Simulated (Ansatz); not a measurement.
# Hf3B4: what the fields show

```
Hf B
1.0
     3.12538    0.00000    0.00000
    -1.56269    2.70666    0.00000
     0.00000    0.00000   28.54813
Hf B
9 12
Direct
  0.00000 0.00000 0.00000
  0.66667 0.33333 0.33333
  0.33333 0.66667 0.66667
  0.00000 0.00000 0.12053
  0.66667 0.33333 0.45387
  0.33333 0.66667 0.78720
  0.66667 0.33333 0.21280
  0.33333 0.66667 0.54613
  0.00000 0.00000 0.87947
  0.33333 0.66667 0.06103
  0.00000 0.00000 0.39437
  0.66667 0.33333 0.72770
  0.66667 0.33333 0.06060
  0.33333 0.66667 0.39393
  0.00000 0.00000 0.72726
  0.33333 0.66667 0.27230
  0.00000 0.00000 0.60563
  0.66667 0.33333 0.93897
  0.00000 0.00000 0.27274
  0.66667 0.33333 0.60607
  0.33333 0.66667 0.93940
```

Space group R-3m; a generated structure, not necessarily the stable one; changed on purpose from its base cell (volume × 0.97, shape and atoms relaxed); computed pressure about 6 GPa in this cell.

The calculation used DFT PBE, scalar-relativistic, plane waves, PAW (Ansatz 0.2.0).

The density is the valence pseudo-density of a PAW calculation; it isn't the true density close to the nuclei.

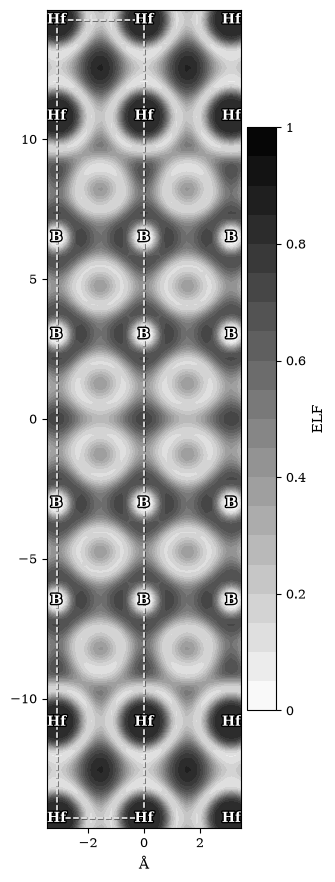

Figure 1. ELF on the (010) plane of the conventional cell.

Q: Interpret the plot.

A:
- The section cuts through Hf and B sites.
- Atoms just off the plane (Hf, 0.9 Å away and B, 0.9 Å away) can leave unmarked features too.
- Hf–Hf (3.13 Å): the ELF is about 0.20 at the midpoint: no localised pair shows between them.
- The ELF has a maximum of about 0.75 in the space between the atoms, 2.1 Å from six Hf atoms, on no atom or two-centre bond.
- The features right at Hf lie inside the PAW spheres, where the map follows smoothed inner orbitals and isn't to be read closely.

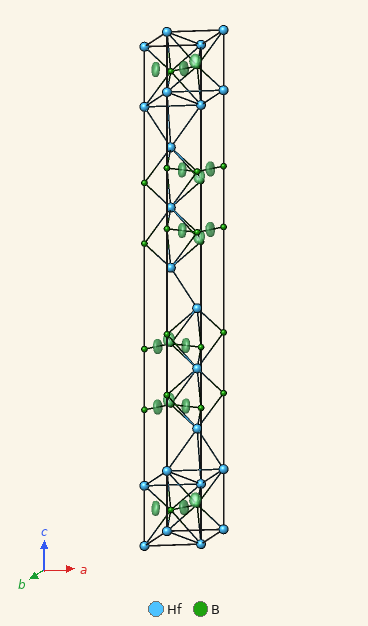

Figure 2. Isosurface of the ELF at 0.8 (green), seen at an oblique angle. Only the valence region is drawn (cores and ρ < 0.01 e/Å³ removed). Sticks mark near contacts.

Q: Identify the bonds, lone pairs and shells in this picture.

A: The surface consists of 18 regions between bonded B–B atoms, counted in one cell of 21 atoms. Any copies at cell faces, edges or corners count once. Profiles from the grid: B–B (1.80 Å): the ELF peaks at about 0.85 between the atoms. Hf–B (2.48 Å): the ELF peaks at about 0.60 in the valence shell of B, 0.8 Å from its nucleus, and is about 0.20 at the midpoint.

Q: Does the calculation make it a metal, or give it a gap?

A: It is metallic or semimetallic at this level of theory: no gap opens.
